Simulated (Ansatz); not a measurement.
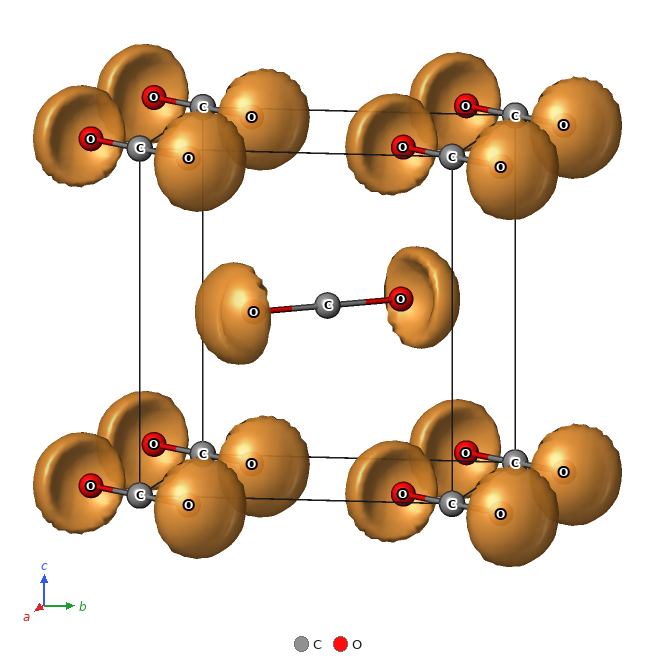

Figure. CO$_{2}$. Isosurface of the electron localisation function at 0.85 (orange), seen slightly off an axis. Only the valence region is drawn (cores and ρ < 0.01 e/Å³ removed). Sticks mark near contacts.

Space group P4₂/mnm; a structure from a database of computed crystals, not necessarily the ambient phase; started from the database structure prototype, which need not be the ambient phase; not relaxed (largest force 0.8 eV/Å); computed pressure about 5 GPa in this cell.

Theory: Ansatz 0.2.0, DFT, PBE, plane waves, PAW.

In a PAW calculation such maps are meaningful between the atoms, not at the nuclei.

```
CELL_PARAMETERS angstrom
4.19256 0.00000 0.00000
0.00000 4.19256 0.00000
0.00000 0.00000 4.60512
ATOMIC_POSITIONS crystal
C 0.50000 0.50000 0.50000
C 0.00000 0.00000 0.00000
O 0.30427 0.69573 0.50000
O 0.69573 0.30427 0.50000
O 0.19573 0.19573 0.00000
O 0.80427 0.80427 0.00000
```

Q: Describe the localisation domains.

A: The surface consists of four lobes on O, pointing away from the bonds (lone pairs, which may merge into one lobe), counted in one cell of 6 atoms. Regions shared between cells count once. Profiles from the grid: C–O (1.16 Å): the ELF peaks at about 0.80 between the atoms (inside overlapping PAW spheres, so only a guide) (a short, multiple covalent bond).

Q: Does the calculation make it a metal, or give it a gap?

A: It is gapped, with a Kohn–Sham gap of 6.7 eV on the k-point mesh (the band edges may lie off the mesh, which would make the gap smaller).
